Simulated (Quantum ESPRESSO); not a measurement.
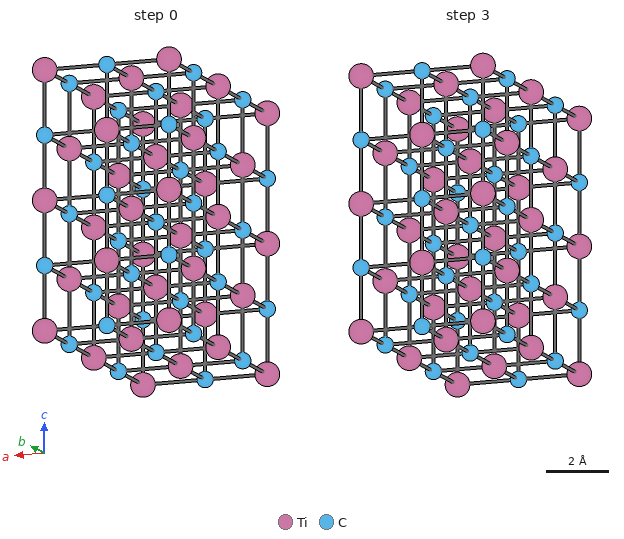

The structure of a crystal of TiC (set up in Fm-3m) before (left) and after (right) a relaxation, at one scale.

A ball-and-stick model of the conventional cell (4 times the calculation's cell), repeated 1 × 2 × 2 with one cell outlined, seen from a free direction. Lengths and directions refer to the drawn axes.

The run lets cell and atoms move.

Theory: Kohn-Sham DFT of a periodic cell, PBEsol, GBRV 1.5 PBEsol in Quantum ESPRESSO 7.5.

Input
```
&CONTROL
  calculation = 'vc-relax'
  prefix = 'pwscf'
  outdir = './tmp'
  pseudo_dir = './pseudo'
  tprnfor = .true.
  tstress = .true.
  disk_io = 'low'
  nstep = 40
  forc_conv_thr = 0.0004
  etot_conv_thr = 1d-05
/
&SYSTEM
  ibrav = 0
  nat = 2
  ntyp = 2
  ecutwfc = 52
  ecutrho = 414
  nbnd = 14
  occupations = 'smearing'
  smearing = 'fd'
  degauss = 0.00367493
/
&ELECTRONS
  conv_thr = 4d-10
  electron_maxstep = 120
  mixing_beta = 0.5
/
&IONS
  ion_dynamics = 'bfgs'
/
&CELL
  cell_dynamics = 'bfgs'
  press = 100
  press_conv_thr = 0.3
/
ATOMIC_SPECIES
Ti    47.8670 ti_pbesol_v1.4.uspp.F.UPF
C     12.0110 c_pbesol_v1.2.uspp.F.UPF
CELL_PARAMETERS bohr
   0.0000000000    4.0926154775    4.0926154775
   4.0926154775    0.0000000000    4.0926154775
   4.0926154775    4.0926154775    0.0000000000
ATOMIC_POSITIONS bohr
Ti     0.0000000000    0.0000000000    0.0000000000
C      4.0926154775    4.0926154775    4.0926154775
K_POINTS automatic
11 11 11 0 0 0
```

Run as
```bash
OMP_NUM_THREADS=1 mpirun -n 2 pw.x -nk 2 -in pw.in > pw.out
```

**What changed between the two?**

The atoms keep their places relative to the cell (all moves are under 0.005 Å). The volume changes by −5.9 %, with a = b = c 4.331 → 4.244 Å (−2.0 %). Some distances before and after: Ti–Ti 3.063 → 3.001 Å, C–Ti 2.166 → 2.122 Å. The space group stays Fm-3m (No. 225). The energy rises by 4.6 meV per atom in 3 geometry steps. With the target pressure of 10 GPa, the enthalpy E + pV changes by −32.9 meV per atom. All forces vanish by symmetry, so only the cell relaxes. Pressure: −6.68 GPa at the start and 9.97 GPa at the end.
